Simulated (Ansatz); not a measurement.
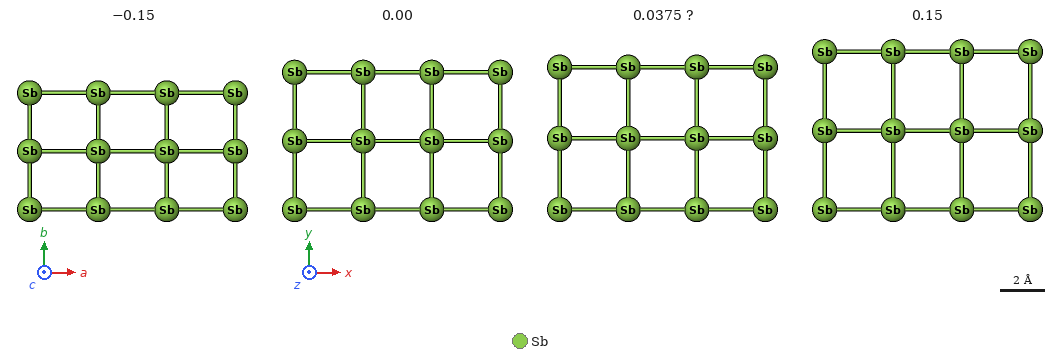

Energy scan for a crystal of Sb (Pm-3m), in which the cell is strained along y alone, with the atoms kept at their fractional coordinates. x, y and z are the Cartesian axes of the input. Style: ball-and-stick. Shown: the cell of the calculation, repeated 3 × 2 × 2 with one cell outlined, along the c axis.

The calculation used DFT PBEsol, scalar-relativistic, plane waves, PAW (Ansatz). Set-up: plane-wave cutoff 420 eV; k-point mesh 16 × 16 × 16; occupations gaussian; smearing width 0.15 eV; no spin polarisation. Energies (free energies at the smearing named) are counted from the cell as listed in its source, which wasn't relaxed.

```
 strain  E − E(ref) (meV/atom)
−0.1500                  275.4
−0.1125                   85.3
−0.0750                   −3.0
−0.0375                  −21.8
 0.0000                    0.0
 0.0375                      ?
 0.0750                  111.1
 0.1125                  184.7
 0.1312                  222.9
 0.1500                  261.2
```

> Estimate the missing energy from the other rows, and compare with the calculation.

A straight line between the two neighbours gives 55.5 meV/atom. A cubic through the four nearest rows (−0.0375, 0.0000, 0.0750, 0.1125) gives, with Lagrange weights, (−0.1667)(−21.8) + (0.6667)(0.0) + (0.6667)(111.1) + (−0.1667)(184.7) = 46.9 meV/atom. The calculation gives 47.5 meV/atom, so the cubic is 0.6 meV/atom too low and the straight line 8.0 meV/atom too high, as the curve bends upwards here.

The whole profile:

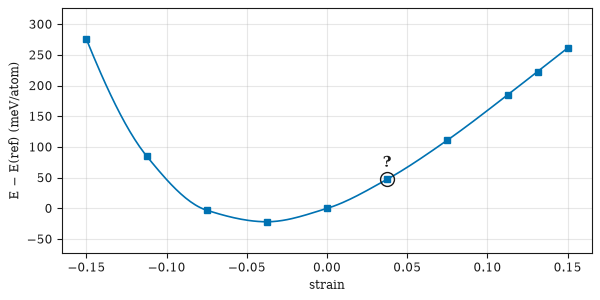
